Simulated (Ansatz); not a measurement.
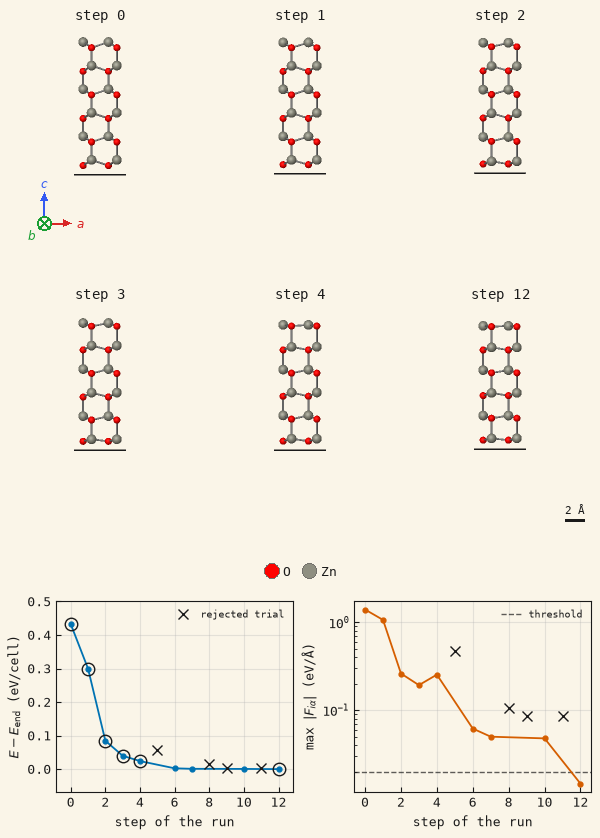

Frames of a relaxation of a slab of composition ZnO (cut from the P6_3mc phase), marked on the history of the run. Style: ball-and-stick. Shown: the 2 × 2 repeat of the cell, outlined in the plane, without the vacuum, along the b axis.

Case: (0 0 1) slab, atoms relaxed. The slab is the (0 0 1) face of ZnO.

Theory: DFT PBEsol, scalar-relativistic, plane waves, PAW (Ansatz 0.2.0).

Input
```yaml
crystal:
  lattice:
    - [3.2300563402, 0.0, 0.0]
    - [-1.6150281701, 2.7973108462, 0.0]
    - [0.0, 0.0, 28.6666317632]
  atoms:
    - { symbol: O, position: [0.3333333333, 0.6666666667, 0.2616282255] }
    - { symbol: Zn, position: [0.6666666667, 0.3333333333, 0.2836475183] }
    - { symbol: O, position: [0.6666666667, 0.3333333333, 0.3525730768] }
    - { symbol: Zn, position: [0.3333333333, 0.6666666667, 0.3745923695] }
    - { symbol: O, position: [0.3333333333, 0.6666666667, 0.443517928] }
    - { symbol: Zn, position: [0.6666666667, 0.3333333333, 0.4655372208] }
    - { symbol: O, position: [0.6666666667, 0.3333333333, 0.5344627792] }
    - { symbol: Zn, position: [0.3333333333, 0.6666666667, 0.556482072] }
    - { symbol: O, position: [0.3333333333, 0.6666666667, 0.6254076305] }
    - { symbol: Zn, position: [0.6666666667, 0.3333333333, 0.6474269232] }
    - { symbol: O, position: [0.6666666667, 0.3333333333, 0.7163524817] }
    - { symbol: Zn, position: [0.3333333333, 0.6666666667, 0.7383717745] }
basis:
  ecutwfc: 420
kpoints:
  mp_grid: { grid: [9, 9, 1] }
hamiltonian:
  xc: pbesol
scf:
  occupations: { method: gaussian, width: 0.05 }
output:
  forces: true
  eigenvalues: true
  write_density: true
  write_potential: true
  elf: true
  volumetric_format: npy
relax:
  adjacent_minimum: "off"
  f_tol: 0.02
  max_steps: 60
efield:
  axis: 3
  dipole_correction: true
  ramp_width: 0.04
```

Run as
```bash
ansatz run input.yaml --threads 1 --pin off --max-ram 3072MiB --backend cpu --events-out ev --progress --plain --runs-dir out
```

What happens along the run?

Over 8 accepted moves (12 points after the start) the energy falls by 0.433 eV per cell of the calculation. Largest force component: 1.4 eV/Å at the start, 0.015 eV/Å at the end. The line search rejected the trial steps at points 5, 8, 9, 11 of the run. The largest move relative to the layer's centre is that of Zn12, 0.53 Å along the normal (−c). By element the largest moves are Zn 0.53 Å, O 0.49 Å. The cell doesn't change. Some distances before and after: Zn10–O11 1.976 → 2.287 Å, Zn8–O9 1.976 → 2.226 Å, Zn2–O3 1.976 → 2.219 Å, Zn6–O7 1.976 → 2.207 Å. Among the angles between lasting bonds that change: Zn10–O11–Zn12 108.7° → 92.9°, O1–Zn2–O3 108.7° → 96.4°, O3–Zn4–O5 108.7° → 99.1°. From step 0 to 1: O1 moves most (0.10 Å), energy −0.133 eV per cell of the calculation. From step 1 to 2: Zn2 moves most (0.16 Å), energy −0.215 eV per cell of the calculation. From step 2 to 3: O1 moves most (0.19 Å), energy −44.7 meV per cell of the calculation. From step 3 to 4: Zn12 moves most (0.20 Å), energy −15.9 meV per cell of the calculation. From step 4 to 12: Zn12 moves most (0.11 Å), energy −24.0 meV per cell of the calculation.

| step | E − E(0), meV/atom | largest force component, eV/Å | note |
| --- | --- | --- | --- |
| 0 | 0.00 | 1.4053 |  |
| 1 | -11.09 | 1.0703 |  |
| 2 | -29.02 | 0.2619 |  |
| 3 | -32.75 | 0.1932 |  |
| 4 | -34.07 | 0.2544 |  |
| 5 | -31.37 | 0.4778 | rejected |
| 6 | -35.86 | 0.0618 |  |
| 7 | -35.99 | 0.0499 |  |
| 8 | -34.68 | 0.1047 | rejected |
| 9 | -35.91 | 0.0852 | rejected |
| 10 | -36.02 | 0.0477 |  |
| 11 | -35.73 | 0.0848 | rejected |
| 12 | -36.06 | 0.0146 |  |
